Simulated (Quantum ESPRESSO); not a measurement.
**SiC (Moissanite 3C): the optical phonon under strain**

Aim: the phonon deformation potentials p and q of SiC (Moissanite 3C), tested on a biaxially strained cell.

Program: Quantum ESPRESSO 7.5. Level of theory: DFT LDA, scalar-relativistic, plane waves, JTH PAW pseudopotentials. Results are calculated unless marked as measured.

## (1) Set-up

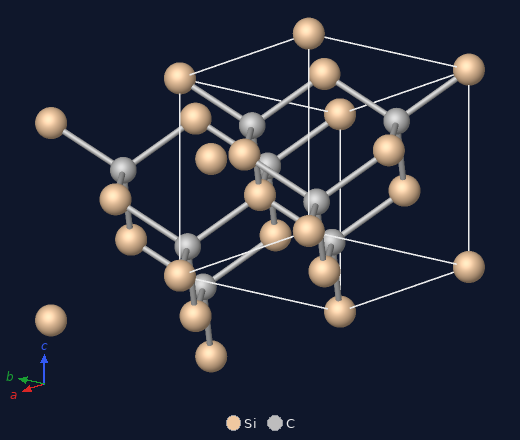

The starting structure, seen from a free direction (silicon light orange, carbon light grey). 2×1×1 cells are drawn. This picture shows the conventional cell, with its axes. Bonds to atoms that aren't drawn are left out. Some periodic images of atoms are drawn too.

Coordinates:

```cif
data_structure
_symmetry_space_group_name_H-M 'F-43m'
_symmetry_Int_Tables_number 216
_cell_length_a 4.3270
_cell_length_b 4.3270
_cell_length_c 4.3270
_cell_angle_alpha 90.000
_cell_angle_beta 90.000
_cell_angle_gamma 90.000
_cell_volume 81.01
loop_
_atom_site_label
_atom_site_type_symbol
_atom_site_symmetry_multiplicity
_atom_site_Wyckoff_symbol
_atom_site_fract_x
_atom_site_fract_y
_atom_site_fract_z
_atom_site_occupancy
Si1 Si 4 a 0.00000 0.00000 0.00000 1
C1 C 4 d 0.25000 0.25000 0.75000 1
```

This is the cell after its relaxation at this level of theory, not the database cell from which that began.

## (2) Uniaxial strain

The relaxed cell is stretched along z alone. This keeps all atoms on sites fixed by symmetry and splits the threefold mode into a singlet, polarised along z, and a doublet. The macroscopic field is left out, so these are transverse modes. Cutoff 60 Ry, k mesh 12×12×12.

From the response at ε_zz = 0.01:

Output:

```text
[banners, grids, parts of the stress and lines that vanish by symmetry left out]
Program PHONON v.7.5
     Reading xml data from directory:

[...]
Exchange-correlation= PW
                           (   1   4   0   0   0   0   0)
[...]
kinetic-energy cut-off    =      60.0000  Ry
     charge density cut-off    =     480.0000  Ry
     convergence threshold     =      1.0E-18
[...]
Exchange-correlation= PW
                           (   1   4   0   0   0   0   0)
[...]
q = (   0.0000000   0.0000000   0.0000000 )
      9 Sym.Ops. (with q -> -q+G )
     G cutoff =  410.5454  (  24485 G-vectors)     FFT grid: ( 45, 45, 45)
     G cutoff =  205.2727  (   8673 G-vectors)  smooth grid: ( 30, 30, 30)
     number of k points=   163
[...]
Mode symmetry, D_2d (-42m) point group:
[...]
Representation #   1 mode #   1
[...]
End of self-consistent calculation
     Convergence has been achieved
     Representation #   2 mode #   2
[...]
End of self-consistent calculation
     Convergence has been achieved
     Representation #   3 modes #   3   4
[...]
End of self-consistent calculation
     Convergence has been achieved
     Representation #   4 modes #   5   6
[...]
End of self-consistent calculation
     Convergence has been achieved
[...]
q = (    0.000000000   0.000000000   0.000000000 )
[...]
freq (    1) =      -0.009485 [THz] =      -0.316372 [cm-1]
     freq (    2) =      -0.009485 [THz] =      -0.316372 [cm-1]
     freq (    3) =       0.014499 [THz] =       0.483630 [cm-1]
     freq (    4) =      23.655904 [THz] =     789.076029 [cm-1]
     freq (    5) =      23.655904 [THz] =     789.076029 [cm-1]
     freq (    6) =      23.711163 [THz] =     790.919272 [cm-1]
[...]
Mode symmetry, D_2d (-42m) point group:
     freq (   1-   2) =         -0.3  [cm-1]   --> E    X_5  W_3   I+R
     freq (   3-   3) =          0.5  [cm-1]   --> B_2  X_3  W_2   I+R
     freq (   4-   5) =        789.1  [cm-1]   --> E    X_5  W_3   I+R
     freq (   6-   6) =        790.9  [cm-1]   --> B_2  X_3  W_2   I+R

   JOB DONE.
```

```csv
ε_zz,singlet (cm⁻¹),doublet (cm⁻¹),σ_zz (GPa),σ_xx (GPa)
-0.01,806.26,808.61,-4.019,-1.438
-0.005,802.57,803.68,-1.982,-0.681
0,798.78,798.78,0.045,0.045
0.005,794.90,793.92,2.061,0.740
0.01,790.92,789.08,4.066,1.405
```

Stress is counted positive in tension.

## (3) The fit

To first order ω² − ω₀² = p ε_zz + q (ε_xx + ε_yy) for the mode along z, and likewise for x and y. With ε_zz alone the singlet gives p and the doublet q.

The linear terms of parabolas through ω² are p = -1.92 ω₀² and q = -2.44 ω₀², with ω₀ = 798.8 cm⁻¹. Those of the stresses are C11 = 404 GPa and C12 = 142 GPa. Under hydrostatic strain p and q imply γ = −(p + 2q)/(6 ω₀²) = 1.13.

A layer held to an in-plane strain ε and free along z takes ε_zz = −2 (C12/C11) ε = -0.703 ε. To first order the singlet then shifts by (q − p C12/C11) ε / ω₀ = -1414 ε cm⁻¹. For ε = -0.006, ε_zz = 0.00422, the formulas for ω² predict 807.22 cm⁻¹ for the singlet and 805.09 cm⁻¹ for the doublet.

## (4) A biaxially strained cell

This run was no part of the fit.

Output:

```text
[banners, grids, parts of the stress and lines that vanish by symmetry left out]
[banner, memory and clock lines left out]
Program PHONON v.7.5

[...]
Exchange-correlation= PW
                           (   1   4   0   0   0   0   0)
[...]
kinetic-energy cut-off    =      60.0000  Ry
     charge density cut-off    =     480.0000  Ry
     convergence threshold     =      1.0E-18
[...]
Exchange-correlation= PW
                           (   1   4   0   0   0   0   0)
[...]
q = (   0.0000000   0.0000000   0.0000000 )
      9 Sym.Ops. (with q -> -q+G )
     G cutoff =  405.7479  (  24053 G-vectors)     FFT grid: ( 45, 45, 45)
     G cutoff =  202.8739  (   8521 G-vectors)  smooth grid: ( 30, 30, 30)
     number of k points=   163
[...]
Mode symmetry, D_2d (-42m) point group:
[...]
Representation #   1 mode #   1
[...]
End of self-consistent calculation
     Convergence has been achieved
     Representation #   2 mode #   2
[...]
End of self-consistent calculation
     Convergence has been achieved
     Representation #   3 modes #   3   4
[...]
End of self-consistent calculation
     Convergence has been achieved
     Representation #   4 modes #   5   6
[...]
End of self-consistent calculation
     Convergence has been achieved
[...]
q = (    0.000000000   0.000000000   0.000000000 )
[...]
freq (    1) =       0.030887 [THz] =       1.030273 [cm-1]
     freq (    2) =       0.030887 [THz] =       1.030273 [cm-1]
     freq (    3) =       0.035398 [THz] =       1.180755 [cm-1]
     freq (    4) =      24.133818 [THz] =     805.017529 [cm-1]
     freq (    5) =      24.133818 [THz] =     805.017529 [cm-1]
     freq (    6) =      24.202854 [THz] =     807.320298 [cm-1]
[...]
Mode symmetry, D_2d (-42m) point group:
     freq (   1-   2) =          1.0  [cm-1]   --> E    X_5  W_3   I+R
     freq (   3-   3) =          1.2  [cm-1]   --> B_2  X_3  W_2   I+R
     freq (   4-   5) =        805.0  [cm-1]   --> E    X_5  W_3   I+R
     freq (   6-   6) =        807.3  [cm-1]   --> B_2  X_3  W_2   I+R
```

```csv
mode,predicted (cm⁻¹),run (cm⁻¹)
singlet,807.22,807.32
doublet,805.09,805.02
```

The stress along z is 0.060 GPa and that in the plane -2.685 GPa; the unstrained cell carries 0.045 GPa.

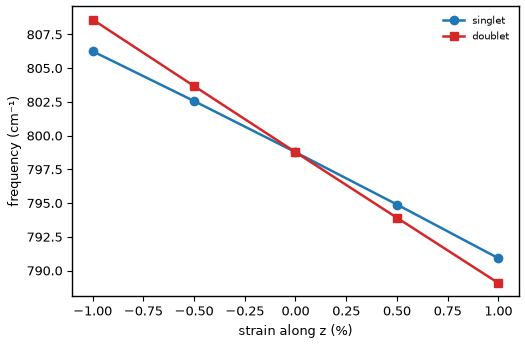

The two components under uniaxial strain.

## (5) Results

```yaml
p_in_units_of_the_squared_frequency: -1.920
q_same_units: -2.445
shift_of_the_singlet_per_unit_of_biaxial_strain: -1414 cm⁻¹
c11_and_c12: 404 and 142 GPa
```

To first order, one per cent of tensile biaxial strain moves the singlet of SiC (Moissanite 3C) by -14.1 cm⁻¹ and the doublet by -10.6 cm⁻¹; the formulas miss the test run by up to 0.10 cm⁻¹. In backscattering from (001) the mode polarised along z is the one seen in diamond and zinc-blende crystals; in a polar crystal it is the LO mode, whose potentials differ somewhat from these. The third potential, r, needs shear strain and a relaxation of the atoms, which was not run. These are harmonic values at zero temperature.

[Host names and launcher messages were left out of these logs when they were recorded.]

[Logs are printed without paths, hosts, clocks, repeated set-up lines and the standing remarks that a program may print on its own settings, such as how far it seeks lower states.]

[Hosts, paths, dates, database ids (printed as entryN), source tags and the programs' standing remarks are cut or masked in the printed files.]
